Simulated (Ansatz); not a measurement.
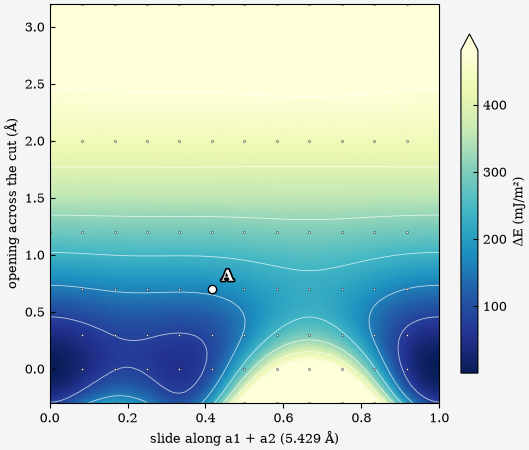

MoS2 (R-3m, No. 166; 9 atoms in the cell). 
- Rigid slide and opening across a plane, one cut a cell; the plane is (0 0 1) of the conventional cell, and the faces at the cut hold S and S.
- The first coordinate is: slide along a1 + a2 (5.429 Å); the second: opening across the cut.
- Nothing is relaxed (rigid halves).
- The grid has 12 × 7 points.
- Points are written as (first, second).
- All energies are given in mJ/m² relative to the lowest grid point.
- These are results of Ansatz 0.2.0, DFT PBE+D3(BJ), scalar-relativistic, plane waves, PAW, not measurements. Settings: cutoff 420 eV, k-mesh 14×14×3 in the order of the run's cell vectors, gaussian smearing 0.15 eV, no spin polarisation.

The picture shows a smooth colour map with a few white contour lines, dots at the grid points, one colour for all values above the top of the scale, the point A. Between grid points the surface is interpolated.

**Is A at rest? If not, where is it pushed?**

A, at (0.417, 0.7 Å), is not a stationary point. The computed force is 141 mJ/m² for each unit of the axis towards smaller values of slide along a1 + a2 (5.429 Å) and 230 mJ/m² for each Å towards smaller values of opening across the cut.

PAW datasets: the set soft_1.
